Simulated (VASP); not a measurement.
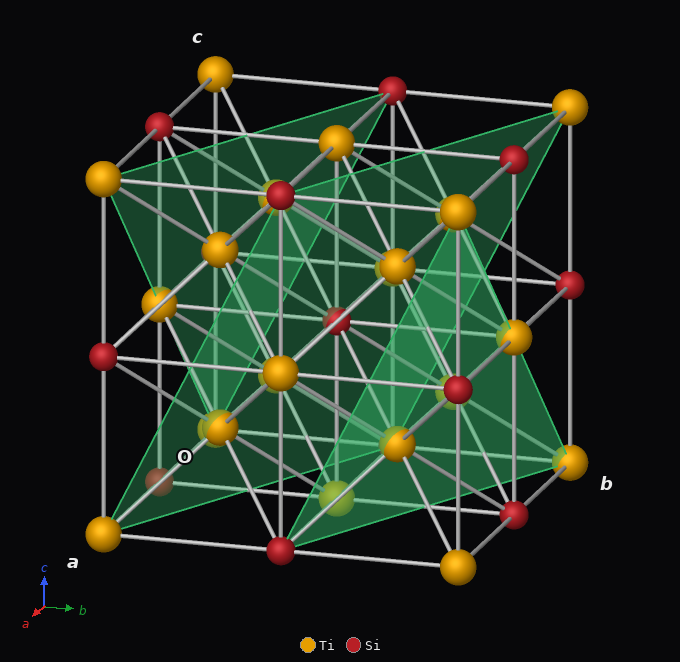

For Ti3Si, a cell listed in the Materials Project, as set up for an electronic-structure calculation: every member of one family of equally spaced planes, hx + ky + lz = a whole number, that cuts the unit cell is shaded (one member passes through the origin O). The drawing is computed from the coordinates (standard cell, symmetry found to 0.002 Å).

a = 6.289 Å, b = 6.289 Å, c = 6.289 Å, α = 90.00°, β = 90.00°, γ = 90.00°.

Q: What are the Miller indices?

A: (1 2 −1); the opposite sign names the same planes. The member next to the origin meets the axes a at 1, b at 1/2, c at −1.

Q: What is the spacing?

A: d = 2.567 Å.

Q: Which atoms of the cell lie in these planes (within 0.03 Å)?

A: 6 of the 12 Ti, 2 of the 4 Si.

Q: The space group is Fm-3m, No. 225. How many reflections hkl are equivalent to this one (itself included), and does it occur?

A: 24 reflections are equivalent in the Laue class m-3m. The reflection is systematically absent, by the centring.
